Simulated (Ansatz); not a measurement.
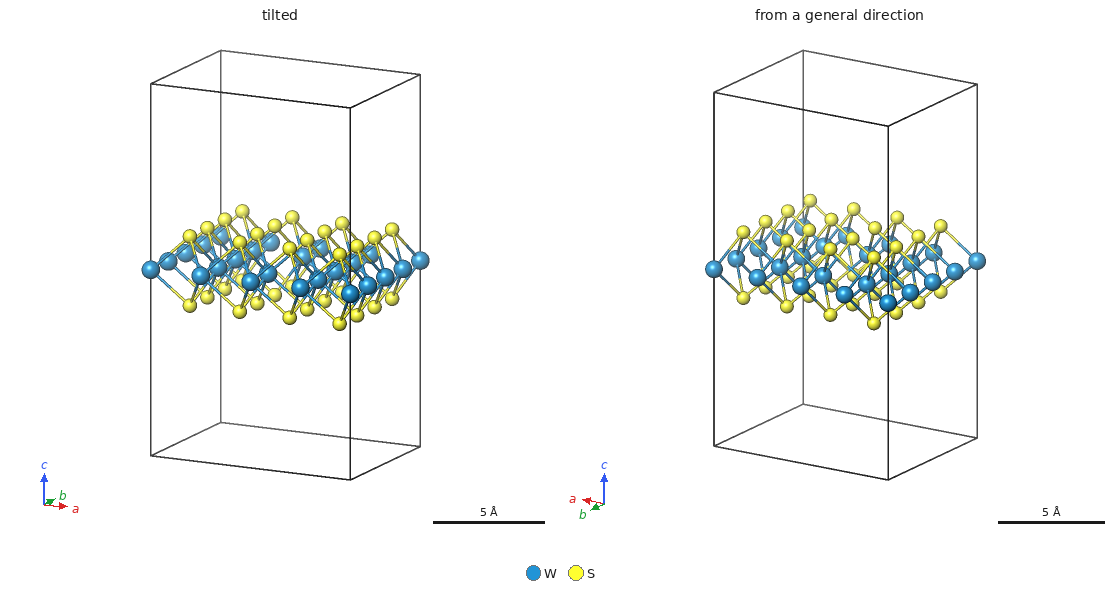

The crystal in a ball-and-stick representation, seen slightly off an axis and from a general direction. The box is the supercell; atoms on or close to its faces, edges and corners are drawn wherever they repeat. The host is WS2, in a cell of 48 sites, and the cell is neutral.

Identify the point defect.

A tungsten vacancy. Around the empty site lie six S at about 2.4 Å.

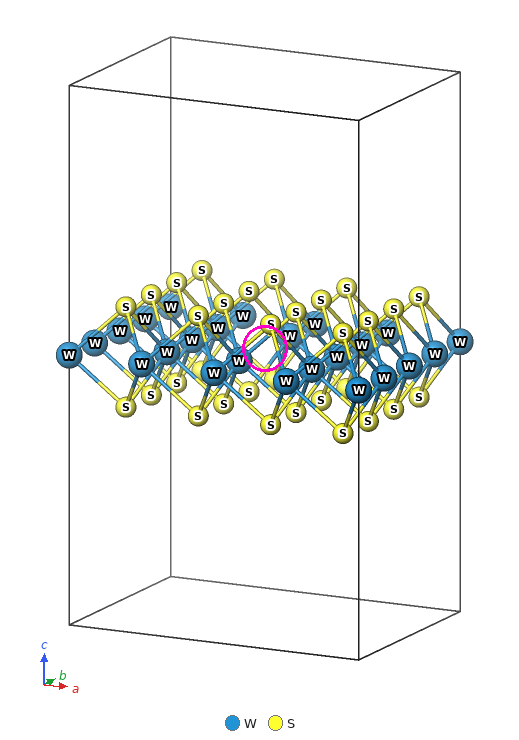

The same cell with a ring at the defect's site.

The model was built from a structure listed in the Materials Project, repeated into a supercell with a point defect put in. Earlier steps of the study may have refined or changed the cell and positions. It was set up as input for a calculation with Ansatz.
